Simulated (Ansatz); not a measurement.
Input structure:

```
Al O
1.0
     4.80860    0.00000    0.00000
    -2.40430    4.16437    0.00000
     0.00000    0.00000   13.12474
Al O
12 18
Direct
  0.33333 0.66667 0.31454
  0.66667 0.33333 0.18546
  0.66667 0.33333 0.48121
  0.00000 0.00000 0.35213
  0.00000 0.00000 0.64787
  0.33333 0.66667 0.51879
  0.33333 0.66667 0.81454
  0.66667 0.33333 0.68546
  0.66667 0.33333 0.98121
  0.00000 0.00000 0.85213
  0.00000 0.00000 0.14787
  0.33333 0.66667 0.01879
  0.02717 0.66667 0.41667
  0.69384 0.69384 0.25000
  0.63950 0.97283 0.41667
  0.33333 0.36050 0.41667
  0.00000 0.30616 0.25000
  0.30616 0.00000 0.25000
  0.69384 0.00000 0.75000
  0.36050 0.02717 0.58333
  0.30616 0.30616 0.75000
  0.00000 0.69384 0.75000
  0.66667 0.63950 0.58333
  0.97283 0.33333 0.58333
  0.36050 0.33333 0.08333
  0.02717 0.36050 0.91667
  0.97283 0.63950 0.08333
  0.66667 0.02717 0.08333
  0.33333 0.97283 0.91667
  0.63950 0.66667 0.91667
```

Say what kind of structure these coordinates give.

Answer. Chemical formula Al$_{2}$O$_{3}$. The structure has R-3c (No. 167) symmetry and a rhombohedral (trigonal R) lattice. The structure is of the kind named corundum. With Z = 6, the cell contains 12 Al, 18 O. Around each Al lie six O in a distorted octahedral arrangement at 1.87 to 1.99 Å. Each O atom is coordinated by four Al at 1.87 to 1.99 Å. The bonds build a three-dimensional framework.

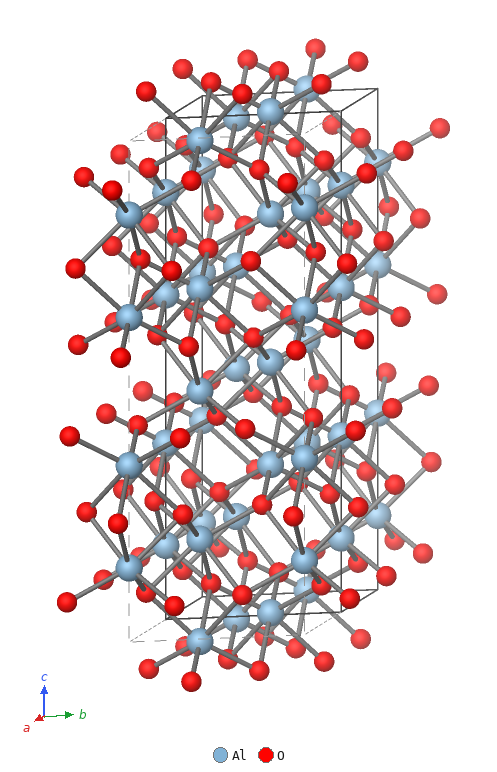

Ball-and-stick representation of a periodic structure, projected slightly off an axis. Solid lines give the conventional unit cell, repeated here 2×1×1 times. A few atoms beyond the faces are included.

Starting structure: a structure listed in the Materials Project. Earlier steps of the study, as a rule a relaxation of our own, may have changed the cell and positions, so they can lie some per cent off the listed ones. Ansatz was used for an electronic-structure calculation on it.
